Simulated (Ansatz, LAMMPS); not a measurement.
# Glassy 57SiO2-27Al2O3-16BaO (mol %) (149 atoms) under strain: runs compared

How stiff is glassy 57SiO2-27Al2O3-16BaO (mol %) (149 atoms)?

Computed with Ansatz 0.2.0: Kohn-Sham DFT, PBE, PAW (set soft_1), plane waves.

### 1. The cell as built

The cell holds 149 atoms: 25 Si, 24 Al, 7 Ba and 93 O. Its edges and angles: a = 12.759 Å, b = 12.759 Å, c = 12.759 Å, α = 90.0°, β = 90.0°, γ = 90.0°. 149 atoms (25 Si, 24 Al, 7 Ba, 93 O) placed at random at 3.04 g/cm³, melted at 4000 K for 10 ps at fixed volume with the Morse and Coulomb pair potential with partial charges (Pedone, Malavasi, Menziani, Cormack and Segre, J. Phys. Chem. B 110, 11780 (2006)). Quenched from 4000 K to 300 K at 25 K/ps and fixed volume, held 5 ps.

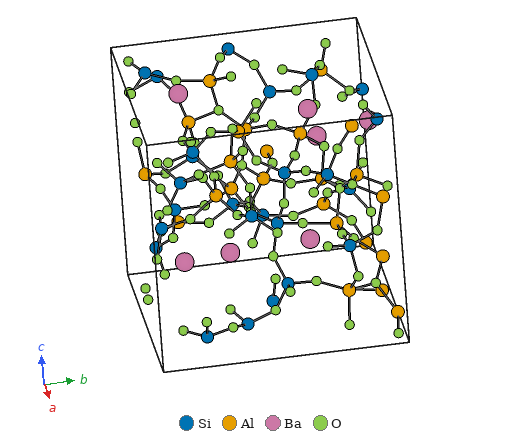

The cell as built. Bonds to atoms that aren't drawn are left out. Some periodic images of atoms are drawn too.

Limits known from the start: The quench rate of 25 K/ps far exceeds what a furnace or splat quench reaches, so expect more defects and frozen-in strain than in a real sample. The starting topology of bonds comes from the classical model, and needn't be the one that DFT or experiment would give. Sampling is at Γ alone. No spin–orbit coupling is included, so levels derived from the heavy atoms are approximate.

### 2. The reference run

The reference is a single point at the end of the relaxation.

Every strained cell starts from the geometry of this run, and its atoms are relaxed with the cell held.

Its input, with most atom lines left out:

```yaml
crystal:
  lattice:
    - [12.42358, -0.01618, -0.07313]
    - [-0.01618, 13.05222, -0.00024]
    - [-0.07313, -0.00024, 12.3942]
  atoms:
    - { symbol: Si, position: [0.40408, 0.16356, 0.44198] }
    - { symbol: Si, position: [0.80873, 0.13743, 0.73475] }
    - { symbol: Si, position: [0.16159, 0.43321, 0.3263] }
    - { symbol: Si, position: [0.28808, 0.11494, 0.99957] }
    - { symbol: Si, position: [0.87355, 0.40631, 0.56576] }
    - { symbol: Si, position: [0.45599, 0.52617, 0.03052] }
    - { symbol: Si, position: [0.65815, 0.58611, 0.65925] }
    [... atom lines 8 to 149 left out ...]
kpoints:
  mp_grid: { grid: [1, 1, 1] }
hamiltonian:
  xc: pbe
  pseudopotentials: { kind: paw, azcp: { folder: soft_1 } }
scf:
  occupations: { method: gaussian, width: 0.025 }
output:
  forces: true
  stress: true
  populations: true
  dos:
    method: { smearing: { sigma: 0.08 } }
    de: 0.1
    projected: { site_lists: { Al: [Al], Ba: [Ba], O: [O], Si: [Si] } }
  eigenvalues: true
  write_density: true
  write_potential: true
  volumetric_format: npy
```

```
free energy per atom   : -828.2315 eV/atom
r.m.s. force component : 0.00745 eV/Å
pressure               : -0.001782 GPa
```

Filled and empty levels are parted by 3.80 eV (at Γ alone); a semilocal functional tends to put such gaps too low. In a disordered cell it changes from sample to sample, and tail or defect levels can set it.

### 3. The runs

Each row is one run, on 4 threads of Arm Neoverse V2, shared host. The free energy is the program's total, comparable only between runs with the same functional, potentials and atoms.

```tsv
run	atoms	outcome	ionic steps, all passes	free energy (eV)	time	host memory (GiB)
Single point at the start	149	converged	-	-123393.239	36 s	3.1
Cell and atoms relaxed	149	converged	17	-123406.495	8.1 min	3.2
Single point at the relaxed geometry	149	converged	-	-123406.495	63 s	3.1
Volume -3 %	149	converged	8	-123406.104	4.5 min	3.1
Volume +3 %	149	converged	10	-123406.127	6.4 min	3.2
Volume -6 %	149	cut at the time limit	16	-123405.288	9.7 min	3.0
Volume +6 %	149	converged	8	-123405.089	5.3 min	3.2
Volume -10 %	149	cut at the time limit	9	-123401.930	5.4 min	2.8
Stretched by 1 % along x	149	cut at the time limit	3	-	2 min	3.2
```

In some runs the program notes that the SCF threshold is loose for the stress.

### 4. Pressure against volume

Atoms are relaxed at each volume, in the scaled cell.

```tsv
volume change (%)	volume (Å³/atom)	energy change (meV/atom)	pressure (GPa)	largest move on relaxing (Å)	bonds	gap (eV)
-3	13.083	2.62	2.14	0.13	252	3.92
+0	13.488	0.00	0.00	-	249	3.80
+3	13.893	2.47	-1.92	0.15	246	3.68
+6	14.297	9.44	-3.60	0.26	243	3.54
```

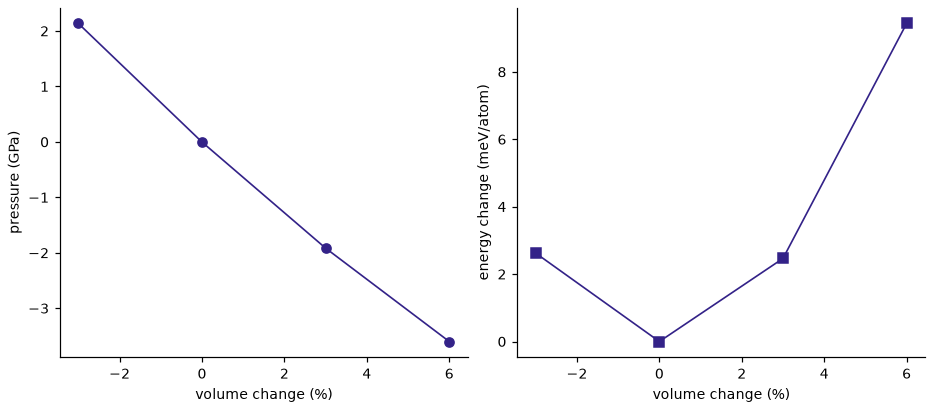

Pressure and energy against volume.

### 5. What came out

The bulk modulus, from the slope of pressure against ln V over the three points nearest the relaxed volume, is 67.5 GPa; a quadratic over all points gives a pressure derivative of about 2.9. The count of bonds runs from 243 to 252 over the series, so at some points contacts cross the cutoffs. The gap goes from 3.92 eV at the smallest volume to 3.54 eV at the largest, -4.2 eV per unit of ln V by a straight line, on the run's k-points.

**Limits.** Strains are finite and relaxations stop at the force tolerance of the input, which can leave moduli too stiff; they are those of a static cell at zero temperature. Volumes are changed with the cell's shape held, so in an anisotropic solid the modulus lies over the one under free hydrostatic load. The program notes that the SCF threshold of the relaxations is loose for the stress.

The DFT runs together took 43 min of wall time.

[Logs are printed without paths, hosts, clocks, repeated set-up lines and the standing remarks that a program may print on its own settings, such as how far it seeks lower states.]

[Hosts, paths, dates, database ids (printed as entryN), source tags and the programs' standing remarks are cut or masked in the printed files.]
